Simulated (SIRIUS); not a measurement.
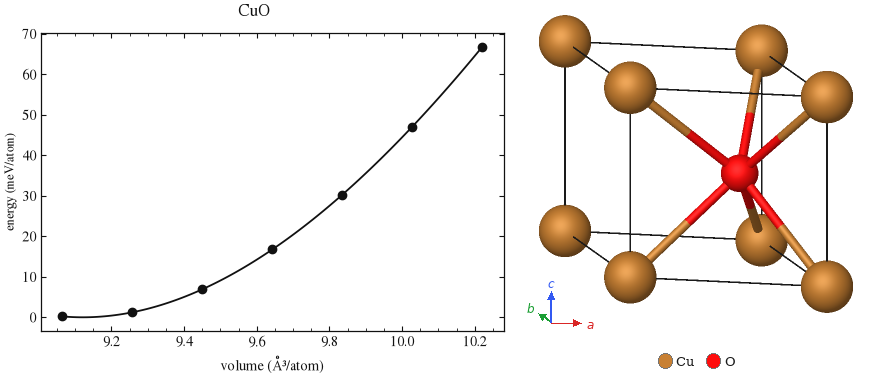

The plot gives the computed energy against volume for CuO, space group P-6m2 (No. 187) (cell built by us, not taken from a database). The conventional cell is drawn beside the plot.

Structure:
```
CELL_PARAMETERS angstrom
2.83633 0.00000 0.00000
-1.41816 2.45633 0.00000
0.00000 0.00000 2.76811
ATOMIC_POSITIONS crystal
Cu 0.00000 0.00000 0.00000
O 0.66667 0.33333 0.50000
```

Computed with SIRIUS 7.12.0: all-electron LAPW DFT, no spin polarisation; energies at scaled volumes of the given cell, shape and fractions fixed, counted from the fit's minimum, third-order Birch-Murnaghan fit. Level: PBEsol.

- k mesh: 6×6×5
- occupations: Fermi–Dirac
- smearing width: 0.05 eV
- potentials: all electron FP LAPW
- program settings: basis apw+lo standard, gk cutoff 4.62 1/bohr, pw cutoff 24 1/bohr

> How stiff is the solid, and where is its volume at rest?

A third-order Birch–Murnaghan fit gives V0 = 9.12 Å³/atom, B0 = 200 GPa and B′ = 4.6.

Keep in mind: coarse k mesh; shape and atomic fractions are frozen while scaling, which makes layered, chain and framework solids too stiff.
